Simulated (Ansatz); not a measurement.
**SiNi$_{3}$: density, localisation and related maps**

```
CELL_PARAMETERS angstrom
0.16605 3.11760 -0.05738
-3.44390 -0.16605 -0.03491
0.03491 -0.05738 3.58021
ATOMIC_POSITIONS crystal
Si 0.01200 0.01175 0.98756
Ni 0.48009 0.00439 0.50075
Ni 0.00914 0.50496 0.50426
Ni 0.49877 0.47890 0.00742
```

Space group P1; changed on purpose from its base cell (all atoms moved at random (sigma 0.06 A a component), cell strained at random (sigma 0.05)); not relaxed (largest force 1.9 eV/Å); computed pressure about 30 GPa in this cell; computed without spin polarisation.

The calculation used DFT PBEsol, scalar-relativistic, plane waves, PAW in Ansatz.

In a PAW calculation such maps are meaningful between the atoms, not at the nuclei.

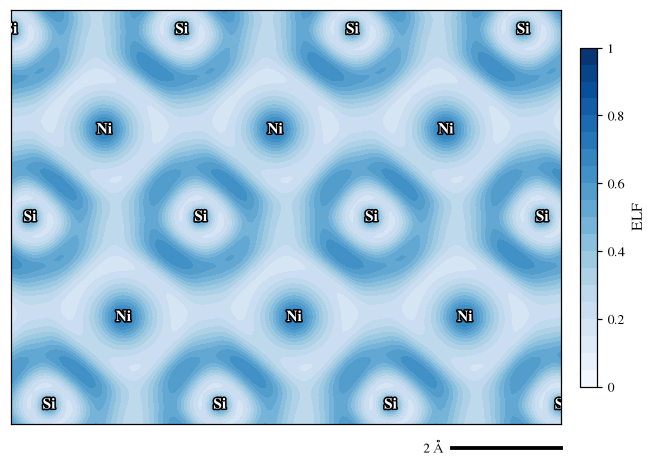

Figure 1. ELF on the (001) plane of the conventional cell.

Question: Interpret the plot.

Answer: The plane passes through Si and Ni nuclei. Si–Ni (2.10 Å): the ELF peaks at about 0.65 in the valence shell of Si, 0.8 Å from its nucleus, and is about 0.45 at the midpoint. Si–Ni (2.32 Å): the ELF peaks at about 0.65 in the valence shell of Si, 0.9 Å from its nucleus, and is about 0.40 at the midpoint. Si–Ni (2.39 Å): the ELF peaks at about 0.60 in the valence shell of Si, 0.9 Å from its nucleus, and is about 0.40 at the midpoint. The features right at Ni lie inside the PAW spheres, where the map follows smoothed inner orbitals and isn't to be read closely.

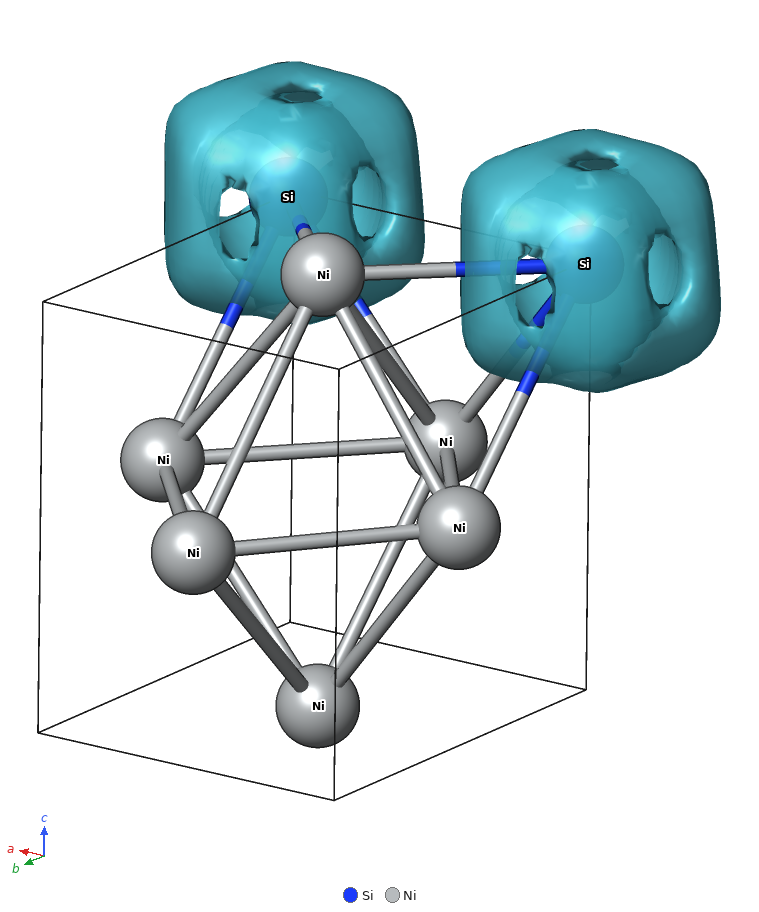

Figure 2. Isosurface of the ELF at 0.55 (cyan), seen at an oblique angle. Core shells and regions of very low density are left out. Sticks mark near contacts.

Question: Where are the electrons localised?

Answer: The surface consists of one region wrapped around Si (its valence shell), counted in one cell of 4 atoms. Any copies at cell faces, edges or corners count once. Profiles from the grid: Ni–Ni (2.15 Å): the ELF is about 0.25 at the midpoint (no localised pair shows between them).

Question: Metal or insulator at this level of theory?

Answer: It is gapless in this calculation (a metal or semimetal).
